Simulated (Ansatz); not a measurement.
## Electronic structure of In26SbAs27 (cell with a defect) in real space

Input

```
crystal:
  lattice:
    - [0.0, 9.054, 9.054]
    - [9.054, 0.0, 9.054]
    - [9.054, 9.054, 0.0]
  atoms:
    - { symbol: Sb, position: [0.0, 0.0, 0.0] }
    - { symbol: In, position: [0.0, 0.0, 0.3333333333] }
    - { symbol: In, position: [0.0, 0.0, 0.6666666667] }
    - { symbol: In, position: [0.0, 0.3333333333, 0.0] }
    - { symbol: In, position: [0.0, 0.3333333333, 0.3333333333] }
    - { symbol: In, position: [0.0, 0.3333333333, 0.6666666667] }
    - { symbol: In, position: [0.0, 0.6666666667, 0.0] }
    - { symbol: In, position: [0.0, 0.6666666667, 0.3333333333] }
    - { symbol: In, position: [0.0, 0.6666666667, 0.6666666667] }
    - { symbol: In, position: [0.3333333333, 0.0, 0.0] }
    - { symbol: In, position: [0.3333333333, 0.0, 0.3333333333] }
    - { symbol: In, position: [0.3333333333, 0.0, 0.6666666667] }
    - { symbol: In, position: [0.3333333333, 0.3333333333, 0.0] }
    - { symbol: In, position: [0.3333333333, 0.3333333333, 0.3333333333] }
    - { symbol: In, position: [0.3333333333, 0.3333333333, 0.6666666667] }
    - { symbol: In, position: [0.3333333333, 0.6666666667, 0.0] }
    - { symbol: In, position: [0.3333333333, 0.6666666667, 0.3333333333] }
    - { symbol: In, position: [0.3333333333, 0.6666666667, 0.6666666667] }
    - { symbol: In, position: [0.6666666667, 0.0, 0.0] }
    - { symbol: In, position: [0.6666666667, 0.0, 0.3333333333] }
    - { symbol: In, position: [0.6666666667, 0.0, 0.6666666667] }
    - { symbol: In, position: [0.6666666667, 0.3333333333, 0.0] }
    - { symbol: In, position: [0.6666666667, 0.3333333333, 0.3333333333] }
    - { symbol: In, position: [0.6666666667, 0.3333333333, 0.6666666667] }
    - { symbol: In, position: [0.6666666667, 0.6666666667, 0.0] }
    - { symbol: In, position: [0.6666666667, 0.6666666667, 0.3333333333] }
    - { symbol: In, position: [0.6666666667, 0.6666666667, 0.6666666667] }
    - { symbol: As, position: [0.0833333333, 0.0833333333, 0.0833333333] }
    - { symbol: As, position: [0.0833333333, 0.0833333333, 0.4166666667] }
    - { symbol: As, position: [0.0833333333, 0.0833333333, 0.75] }
    - { symbol: As, position: [0.0833333333, 0.4166666667, 0.0833333333] }
    - { symbol: As, position: [0.0833333333, 0.4166666667, 0.4166666667] }
    - { symbol: As, position: [0.0833333333, 0.4166666667, 0.75] }
    - { symbol: As, position: [0.0833333333, 0.75, 0.0833333333] }
    - { symbol: As, position: [0.0833333333, 0.75, 0.4166666667] }
    - { symbol: As, position: [0.0833333333, 0.75, 0.75] }
    - { symbol: As, position: [0.4166666667, 0.0833333333, 0.0833333333] }
    - { symbol: As, position: [0.4166666667, 0.0833333333, 0.4166666667] }
    - { symbol: As, position: [0.4166666667, 0.0833333333, 0.75] }
    - { symbol: As, position: [0.4166666667, 0.4166666667, 0.0833333333] }
    - { symbol: As, position: [0.4166666667, 0.4166666667, 0.4166666667] }
    - { symbol: As, position: [0.4166666667, 0.4166666667, 0.75] }
    - { symbol: As, position: [0.4166666667, 0.75, 0.0833333333] }
    - { symbol: As, position: [0.4166666667, 0.75, 0.4166666667] }
    - { symbol: As, position: [0.4166666667, 0.75, 0.75] }
    - { symbol: As, position: [0.75, 0.0833333333, 0.0833333333] }
    - { symbol: As, position: [0.75, 0.0833333333, 0.4166666667] }
    - { symbol: As, position: [0.75, 0.0833333333, 0.75] }
    - { symbol: As, position: [0.75, 0.4166666667, 0.0833333333] }
    - { symbol: As, position: [0.75, 0.4166666667, 0.4166666667] }
    - { symbol: As, position: [0.75, 0.4166666667, 0.75] }
    - { symbol: As, position: [0.75, 0.75, 0.0833333333] }
    - { symbol: As, position: [0.75, 0.75, 0.4166666667] }
    - { symbol: As, position: [0.75, 0.75, 0.75] }
kpoints:
  mp_grid: { grid: [2, 2, 2] }
scf:
  occupations: { method: fermi_dirac, width: 0.01 }
hamiltonian:
  xc: pbe
  pseudopotentials: { kind: paw }
output:
  forces: true
  stress: true
  populations: true
  efg:
    quadrupole_moments_barn: { Sb: -0.543, In: 0.772, As: 0.311 }
    contact_densities: true
  write_density: true
  write_potential: true
  elf: true
  volumetric_format: npy
relax:
  f_tol: 0.03
  max_steps: 40
```

Run with:

```sh
ansatz run input.yaml --threads 4 --pin off --max-ram 8192MiB --backend cpu --events-out ev --progress --plain --runs-dir out
```

The fields are those of the relaxed geometry.

Computed pressure about 5 GPa in this cell.

Method: DFT, PBE, plane-wave PAW, default files, scalar-relativistic in Ansatz 0.2.0.

Core electrons are frozen (PAW), and the valence fields are smoothed inside the atomic spheres.

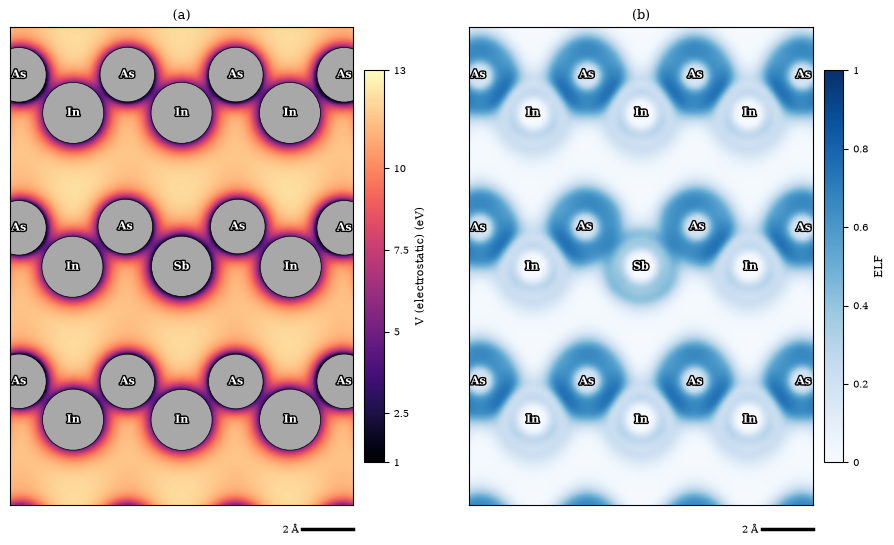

Figure 1. (a) electrostatic potential energy of an electron; (b) ELF on the (011̄) plane of the calculation cell. Grey discs cover the atomic cores in the potential map.

> What do the fields say about this system?

Atoms in the plane: Sb, In and As.
In–As (2.61 Å): the ELF peaks at about 0.75 between the atoms.
Sb–As (2.71 Å): the ELF is about 0.65 at the midpoint.
Outside the cores the potential energy rises away from the atoms and is highest about 2.6 Å from the nearest atoms; its zero is arbitrary.

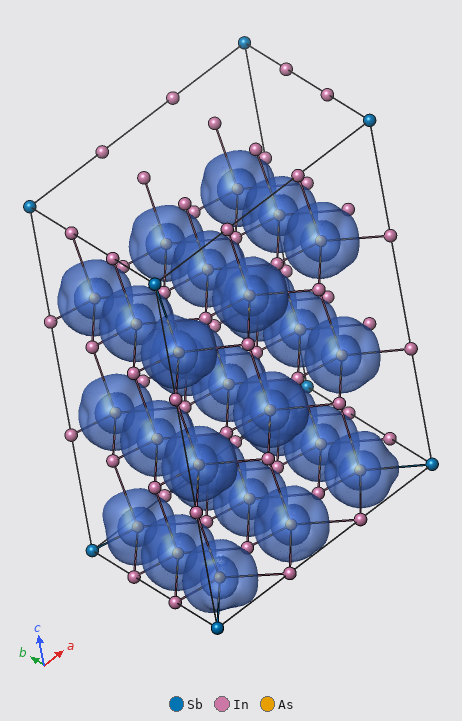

Figure 2. Isosurface of the ELF at 0.6 (blue), seen slightly off an axis. Core shells and regions of very low density are left out. Sticks mark near contacts.

> Describe the localisation domains.

The surface consists of 27 regions on As in which the atom's valence shell and bonds are merged, counted in one cell of 54 atoms. Regions shared between cells count once.
